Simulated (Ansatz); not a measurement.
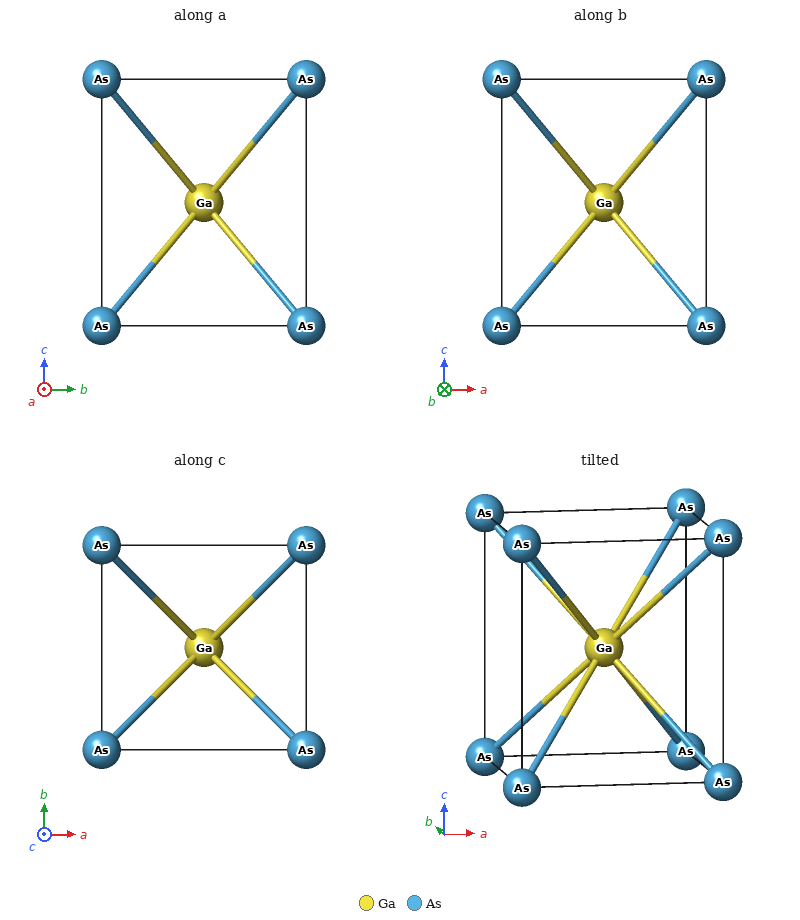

We look at a ball-and-stick model of the crystal along the a axis, along the b axis, along the c axis and slightly off an axis. One conventional unit cell is outlined, and atoms on its boundary appear in each equivalent place.

Lattice parameters: a = 3.180 Å, b = 3.180 Å, c = 3.834 Å, α = 90.00°, β = 90.00°, γ = 90.00°. Put a along x and b in the xy plane.

**Put the structure into a POSCAR file.**

```
Ga As
1.0
     3.180    0.000    0.000
     0.000    3.180    0.000
     0.000    0.000    3.834
Ga As
1 1
Direct
  0.5000 0.5000 0.5000
  0.0000 0.0000 0.0000
```

The structure comes from a structure type filled with these elements by a generator (whether the compound takes this form wasn't checked). A relaxation with DFT PBE, scalar-relativistic, plane waves, PAW in Ansatz 0.2.0 gave the geometry drawn.
